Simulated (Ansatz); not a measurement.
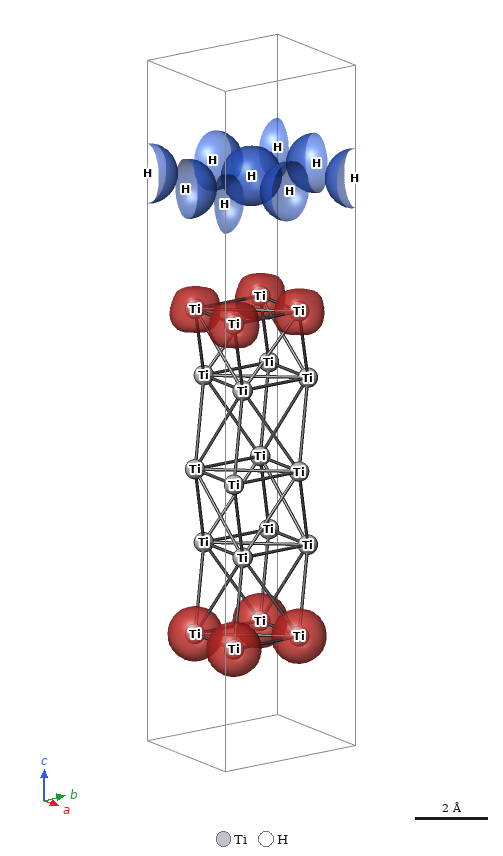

The picture shows: Ti5H (slab). Isosurfaces of the spin density (up minus down) at +0.08 (blue) and −0.08 e/Å³ (red), seen slightly off an axis. Sticks mark near contacts.

A point of a scan over the structure, not its minimum; not relaxed (largest force 0.4 eV/Å); the SCF solution may not be the lowest one; PAW files of the earlier set (soft_1); spin-polarised.

Theory: DFT PBE, scalar-relativistic, plane waves, PAW in Ansatz.

In a PAW calculation such maps are meaningful between the atoms, not at the nuclei.

```cif
data_structure
_symmetry_space_group_name_H-M 'P 1'
_symmetry_Int_Tables_number 1
_cell_length_a 2.9382
_cell_length_b 2.9382
_cell_length_c 26.2117
_cell_angle_alpha 90.000
_cell_angle_beta 90.000
_cell_angle_gamma 120.000
_cell_volume 195.96
loop_
_atom_site_label
_atom_site_type_symbol
_atom_site_fract_x
_atom_site_fract_y
_atom_site_fract_z
_atom_site_occupancy
Ti1 Ti 0.66667 0.33333 0.15260 1
Ti2 Ti 0.33333 0.66667 0.24131 1
Ti3 Ti 0.66667 0.33333 0.33060 1
Ti4 Ti 0.33333 0.66667 0.42195 1
Ti5 Ti 0.66667 0.33333 0.50404 1
H1 H 0.00000 0.00000 0.64405 1
```

**Which atoms carry the moments, and with what signs?**

The spin density sits on Ti: −0.5 μB and −0.6 μB; H: +0.8 μB in one cell of 6 atoms, with smaller moments on other sites: Ti (±0.10 μB): ferrimagnetic (opposed moments on unlike sites) in this solution. The cell of the calculation (6 atoms) carries 0.8 μB of net spin moment.
